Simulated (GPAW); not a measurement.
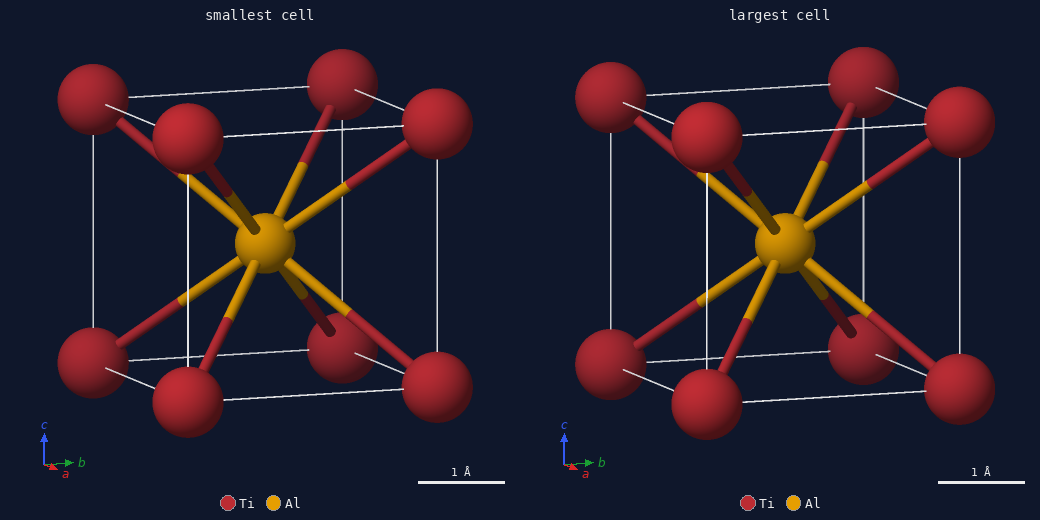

TiAl, caesium chloride (CsCl, B2) type, space group Pm-3m (No. 221), relaxed (cell and atoms, zero pressure) with five choices of dispersion term on top of PBEsol; the smallest and the largest of the relaxed conventional cells are drawn to one scale (sticks follow a distance rule). The start was a structure listed in the Materials Project. It needn't be the stable form of this composition.

Alike in all runs: GPAW 26.7.0; functional PBEsol; potentials PAW data sets generated in the run's folder for this functional; cutoff 600 eV; k mesh 8 × 8 × 8 on the run's cell of 2 atoms; occupations fermi-dirac, width 0.05 eV; no spin polarisation; no spin-orbit coupling. All runs are metallic.

| level | volume (Å³/atom) | a (Å) |
| --- | --- | --- |
| D4 | 15.49 | 3.141 |
| D3 | ? | ? |
| none | 15.72 | 3.156 |
| D3(BJ)-ATM | 15.20 | 3.121 |
| D3(BJ) | 15.09 | 3.113 |

What does D3 give?

Volume 15.27 Å³/atom; a 3.126 Å. That is between D3(BJ)-ATM and D4 in volume.

Order the levels by the relaxed volume, smallest first.

D3(BJ) (15.09 Å³/atom), D3(BJ)-ATM (15.20 Å³/atom), D3 (15.27 Å³/atom), D4 (15.49 Å³/atom), none (15.72 Å³/atom). Rows within a few tenths of a per cent can't be told apart.

Caveat: later steps reuse the first step's grids; pairwise dispersion terms can overbind metals strongly.
